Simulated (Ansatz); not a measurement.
Program: Ansatz.

```
crystal:
  lattice:
    - [0.0, 2.8018887551, 2.8018887551]
    - [2.8018887551, 0.0, 2.8018887551]
    - [2.8018887551, 2.8018887551, 0.0]
  atoms:
    - { symbol: Al, position: [0.5, 0.5, 0.5] }
    - { symbol: Ni, position: [0.25, 0.25, 0.25] }
    - { symbol: Ni, position: [0.0, 0.0, 0.0] }
    - { symbol: Ni, position: [0.75, 0.75, 0.75] }
basis:
  ecutwfc: 420
kpoints:
  mp_grid: { grid: [1, 1, 1] }
hamiltonian:
  xc: pbe
scf:
  occupations: { method: gaussian, width: 0.1 }
output:
  forces: true
  stress: true
  eigenvalues: true
```

Run as:
```bash
ansatz run input.yaml --threads 1 --pin off --max-ram 2560MiB --backend cpu --events-out ev --progress --plain --runs-dir out
```

Question: How does the iteration go?

Answer: It converged, after 8 iterations. The residual falls at every step.

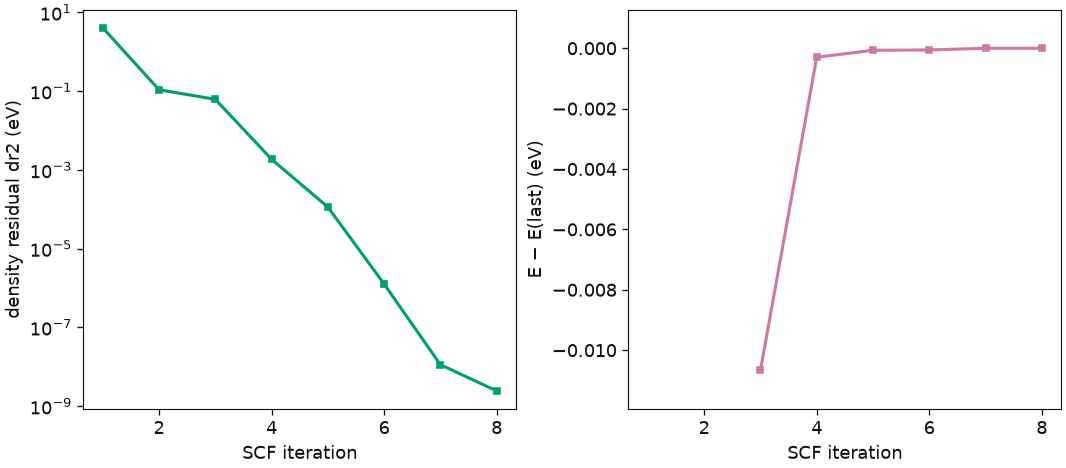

SCF iterations of a calculation: density residual dr2, Harris–Foulkes energy less its last value. The starting density is a sum of atomic densities corrected by a trained network. The first two energies lie far off the scale and aren't drawn.
